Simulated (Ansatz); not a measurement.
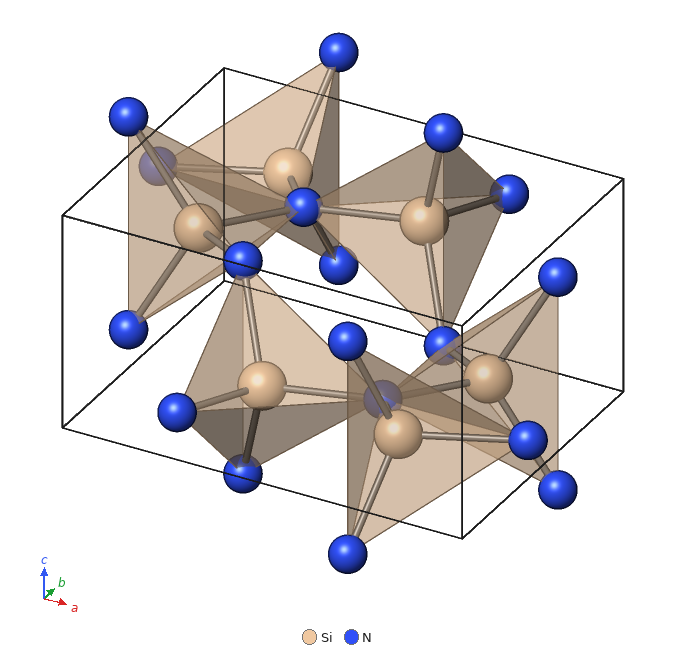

The figure gives a polyhedral picture of the atoms, viewed slightly off an axis. The conventional unit cell is outlined; an atom on or near a face, edge or corner is repeated at each equivalent position. Some atoms of the next cells are drawn as well.

Si3N4, space group P6_3/m (No. 176), a = 7.61 Å, b = 7.61 Å, c = 2.91 Å, α = 90.00°, β = 90.00°, γ = 120.00°.

Method used: Ansatz, DFT, r2SCAN, plane waves, PAW. It ran with a 500 eV plane-wave basis, a 6×6×8 k-point mesh, no spin polarisation.

Q: Metal or not?

A: An insulator at this level, with a gap of 5.01 eV, indirect; the smallest direct gap is 5.20 eV.

Q: State the electronic part of the dielectric constant.

A: ε∞ averages 4.0.

Starting structure: a structure listed in the Materials Project. Earlier steps of the study may have refined or changed the cell and positions. It went into a calculation with Ansatz.
